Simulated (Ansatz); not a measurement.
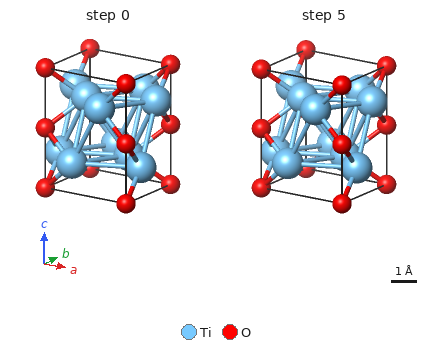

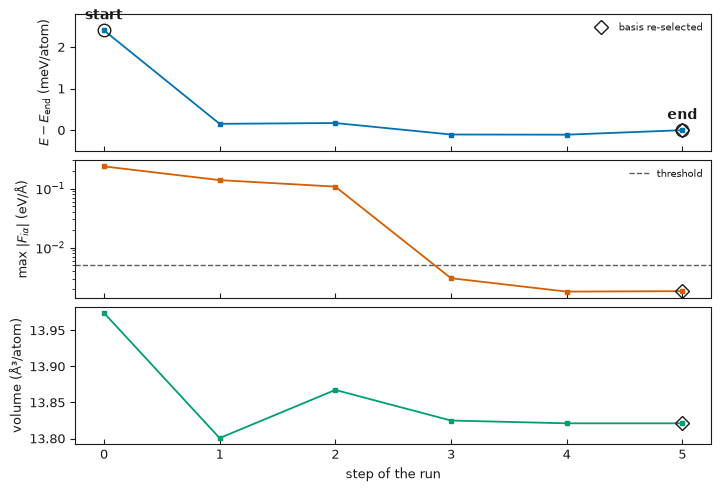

First and last geometry of a relaxation of a crystal of Ti3O (set up in P6_3/mcm), with the history of the run. A ball-and-stick model of the cell of the calculation, seen slightly off an axis.

All numbers below come from DFT r2SCAN, scalar-relativistic, plane waves, PAW (Ansatz). Set-up: plane-wave cutoff 500 eV; k-point mesh 12 × 12 × 8; occupations gaussian; smearing width 0.1 eV; no spin polarisation; cell and atoms relaxed; force threshold 0.005 eV/Å; at most 80 steps.

Question: Did the run converge, and what did it change?

Answer: It converged. The largest moves relative to the cell, 0.007 Å, are those of Ti atoms. O stays in place. Cell: a = b 5.127 → 5.129 Å (0.0 %), c 4.911 → 4.854 Å (−1.2 %). Volume −1.1 %. Among the contacts that change: Ti–Ti 2.981 → 2.954 Å, Ti–Ti 3.013 → 2.999 Å, O–Ti 2.089 → 2.075 Å, Ti–Ti 2.928 → 2.916 Å. The space group stays P6_3/mcm (No. 193). After 4 accepted moves (5 points after the start) the energy has fallen by 2.4 meV per atom. Largest force component: 0.24 eV/Å at the start, 0.0018 eV/Å at the end. The pressure goes from −2.32 to −0.02 GPa. At 1 point the geometry stayed and the basis and grid were re-selected for the new cell (energy shift of 0.1 meV per atom at most each time). Cost: 3.9 min on 2 threads of Arm Neoverse V2, on a shared host, peak memory 0.95 GiB.
